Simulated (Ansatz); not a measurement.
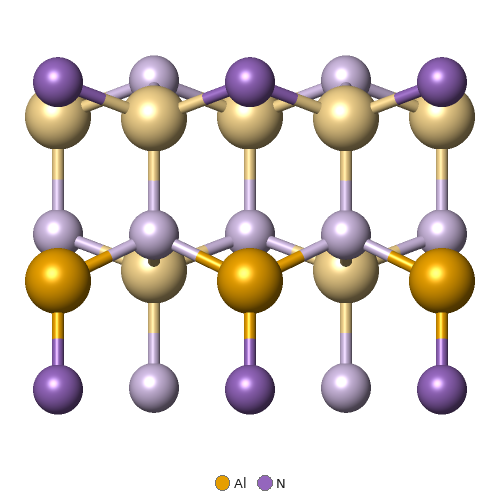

The system is N₂ on an AlN(100) slab cut from the P6_3mc phase, its upper half relaxed before the scan (16 atoms of substrate and one adsorbate in a 2 × 1 cell); the picture shows it without the atoms that are moved over the map. 
- N2 is moved over the surface cell at a fixed height above a rigid substrate; the origin of the map has the adsorbate above N15; the height is held at 2.90 Å.
- Places are given modulo a cell vector. The map is drawn in real space over the plane of the surface.
- The grid has 4 × 4 points; 12 points were computed and 4 follow by symmetry.
- Places are given in fractions of the 1 × 1 surface cell.
- Energies are in meV, from the lowest grid point.
- At a fixed height the lowest place need not be the adsorption site.
- Level of theory: DFT PBE+D3(BJ), scalar-relativistic, plane waves, PAW (Ansatz 0.2.0). Settings: cutoff 420 eV, k-mesh 5×6×1, gaussian smearing 0.05 eV, no spin polarisation.

Range: position of N17 along the first surface vector from 0.00 to 0.75; position of N17 along the second surface vector from 0.00 to 0.75.

### What landscape does the calculation give?

The lowest grid point is at (0/4, 2/4) of the cell vectors. The highest grid point, the top site over a surface N atom, (0/4, 0/4) of the cell vectors, lies 247 meV above the lowest.

```csv
"second ↓, first →",0/4,1/4,2/4,3/4
3/4,118,101,85,101
2/4,0,14,28,14
1/4,97,80,64,80
0/4,247,194,145,194
```

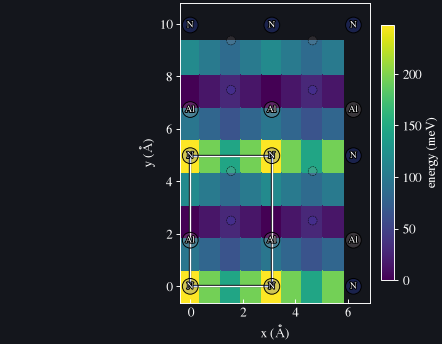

In the figure: one coloured cell a grid point, labelled circles for the atoms of the top layer and small ones for the second layer, the outline of one cell of the 2 × 2 shown.

Time for the 12 points that were run: 30 min on 1 thread of Arm Neoverse N1, with other jobs on the host.

PAW datasets: the set soft_1.
